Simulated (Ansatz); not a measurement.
**ZnSnN2: density, localisation and related maps**

Input file:

```
crystal:
  lattice:
    - [1.5520134288, 0.8960553709, 5.1990073128]
    - [-1.5520134288, 0.8960553709, 5.1990073128]
    - [0.0, -1.7921107418, 5.1990073128]
  atoms:
    - { symbol: Zn, position: [1.0, 0.0, 0.0] }
    - { symbol: Sn, position: [0.5, 0.5, 0.5] }
    - { symbol: "N", position: [0.2467142932, 0.2467142932, 0.2467142932] }
    - { symbol: "N", position: [0.7532857068, 0.7532857068, 0.7532857068] }
kpoints:
  mp_grid: { grid: [10, 10, 10] }
  band_path:
    path:
      - [0.0, 0.0, 0.0]
      - [0.5, 0.5, 0.5]
      - [0.8123176938, 0.1876823062, 0.5]
      - [0.5, -0.1876823062, 0.1876823062]
      - [0.5, 0.0, 0.0]
      - [0.3438411531, -0.3438411531, 0.0]
      - [0.6561588469, 0.0, 0.3438411531]
      - [0.5, 0.0, 0.5]
      - [-0.046875, 0.177083, -0.223958]
      - [0.0, 0.5, 0.5]
    npoints: 1
hamiltonian:
  xc: pbe
scf:
  occupations: { method: fermi_dirac, width: 0.02 }
  n_extra_bands: 5
output:
  forces: true
  stress: true
  eigenvalues: true
  write_density: true
  write_potential: true
  elf: true
  volumetric_format: npy
```

Command:

```sh
ansatz run input.yaml --threads 4 --pin off --max-ram 4608MiB --backend cpu --events-out ev --progress --plain --runs-dir out
```

Below, planes, directions and counts refer to the conventional cell (a = 3.10 Å, b = 3.10 Å, c = 15.60 Å, α = 90.00°, β = 90.00°, γ = 120.00°).

Space group R-3m; started from the II-IV-N2 ordering on rocksalt lattice prototype, which need not be the ambient phase; changed on purpose from its base cell (epitaxial xy strain -2.0%); computed pressure about 13 GPa in this cell.

The calculation used Ansatz 0.2.0, DFT, PBE, plane waves, PAW.

In a PAW calculation such maps are meaningful between the atoms, not at the nuclei.

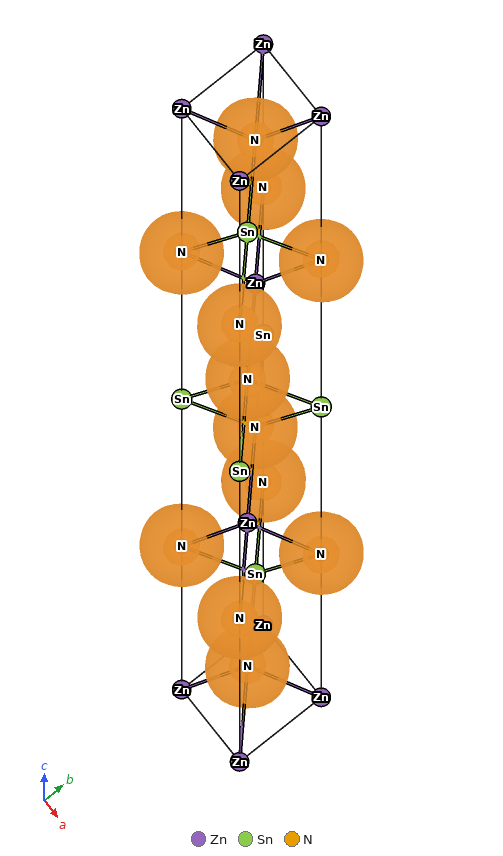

Figure 1. Isosurface of the electron localisation function at 0.65 (orange), seen at an oblique angle. Core shells and regions of very low density are left out. Sticks mark near contacts.

Q: Describe the localisation domains.

A: The surface consists of six regions wrapped around N (the valence shell of each), counted in one cell of 12 atoms. Any copies at cell faces, edges or corners count once. Along the contacts the grid gives the following. Sn–N (2.18 Å): the ELF peaks at about 0.80 in the valence shell of N, 0.7 Å from its nucleus, and is about 0.30 at the midpoint. Zn–N (2.24 Å): the ELF peaks at about 0.80 in the valence shell of N, 0.7 Å from its nucleus, and is about 0.20 at the midpoint: no shared electron pair shows on this line.

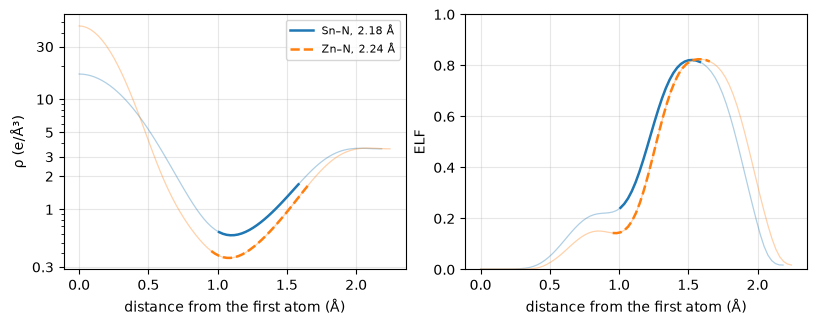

Figure 2. Valence electron density and electron localisation function along straight lines between neighbouring atoms. Thin, pale parts lie inside the atomic spheres.

Q: What can be read from the curves?

A: Sn–N (2.18 Å): ρ at the midpoint is about 0.58 e/Å³; the ELF peaks at about 0.80 in the valence shell of N, 0.7 Å from its nucleus, and is about 0.30 at the midpoint.
Zn–N (2.24 Å): the density is about 0.37 e/Å³ at the midpoint; the ELF peaks at about 0.80 in the valence shell of N, 0.7 Å from its nucleus, and is about 0.20 at the midpoint: no localised pair shows between them.

Q: Does the calculation make it a metal, or give it a gap?

A: It is gapped, with a Kohn–Sham gap of 0.99 eV on the k-point mesh (the band edges may lie off the mesh, which would make the gap smaller).
